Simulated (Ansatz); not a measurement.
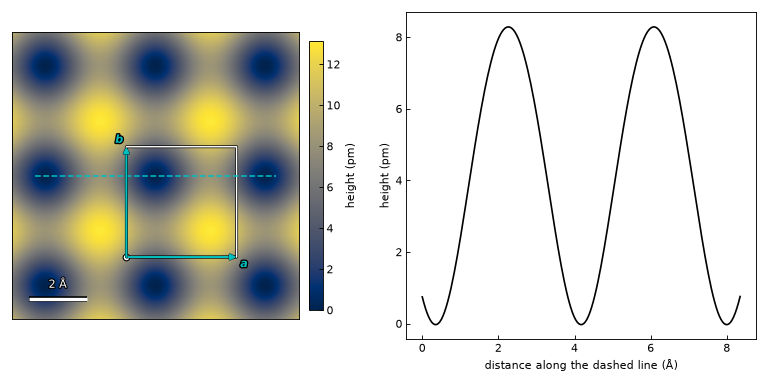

Constant-current image at a set point of 8.4 × 10⁻⁵ e/Å³ of monolayer SnO, sample bias +2.15 V. The white outline is the surface cell of the coordinates below, with its origin (dot) on a lattice point and its vectors a and b marked. The right panel is the profile along the dashed line.

Model: Tersoff–Hamann, s-wave tip, no tip–sample forces. Zero bias is put in the middle of the gap by convention. Bias windows are sharp sums over the levels of the k mesh.

Level of theory: Ansatz 0.2.0, DFT PBE+D3(BJ), scalar-relativistic, plane waves, PAW. Cutoff 420 eV, 28 × 28 k-points, Gaussian smearing 0.05 eV, dipole correction. No spin polarisation. Spin–orbit coupling is left out; with Sn it can shift levels and gaps. The semilocal functional makes this wide gap too small, and with it the biases at which current sets in. The run couldn't confirm all of its levels under its output density. The run warns that the functional's potential is rough in the thin density of the vacuum, where the tip is; weak contrasts and barriers may feel it.

```
CELL_PARAMETERS angstrom
3.82293 0.00062 0.00000
-0.00061 3.82293 0.00000
0.00000 0.00000 22.36164
ATOMIC_POSITIONS crystal
Sn 0.76282 0.23718 0.44719
O 0.26258 0.23742 0.50000
O 0.76258 0.73742 0.50000
Sn 0.26282 0.73718 0.55281
```

Question: Which atoms or sites appear bright, which dark, and how strong is the contrast?

Answer: The brightest spots lie over the sites above the Sn atoms 2.4 Å below the top plane; the darkest points are over the top Sn atoms. The corrugation is 13 pm at a mean tip height of 5.0 Å. So weak a contrast (13 pm) depends on the k-mesh and on the tip.
